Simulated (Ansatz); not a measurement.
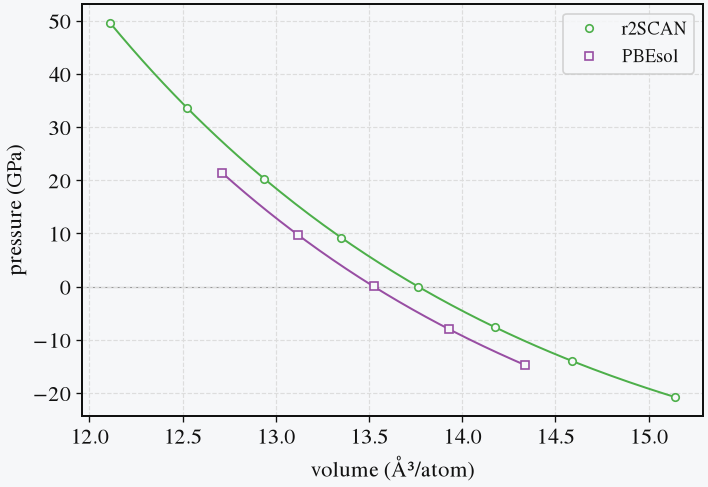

The picture above shows the pressure against volume, with one curve for each functional, for Rh (space group P6_3/mmc).

Computed with Ansatz 0.2.0: third-order Birch-Murnaghan fit to density functional energies at scaled volumes of the given relaxed cell, shape and atoms relaxed at each volume; energies count from the fitted minimum; plane waves with PAW datasets, Γ-centred k mesh. All runs: no spin polarisation.

occupations Gaussian; smearing width 0.1 eV.

Settings that differ: r2SCAN: wave cutoff 500 eV, k mesh 18×18×10; PBEsol: wave cutoff 420 eV, k mesh 18×18×6.

Order the curves by fitted equilibrium volume, smallest first.

Answer. PBEsol 13.52, r2SCAN 13.76 Å³/atom.

Order the curves by fitted bulk modulus, smallest first.

Answer. r2SCAN 280, PBEsol 295 GPa.

For r2SCAN: how does the pressure vary with volume?

Answer. It falls from 49.53 GPa at volume 12.112 Å³/atom to −20.78 GPa at 15.141 Å³/atom, and changes sign near 13.76 Å³/atom.

For PBEsol: read off the course of the pressure.

Answer. It falls from 21.34 GPa at volume 12.713 Å³/atom to −14.75 GPa at 14.336 Å³/atom, and changes sign near 13.53 Å³/atom.
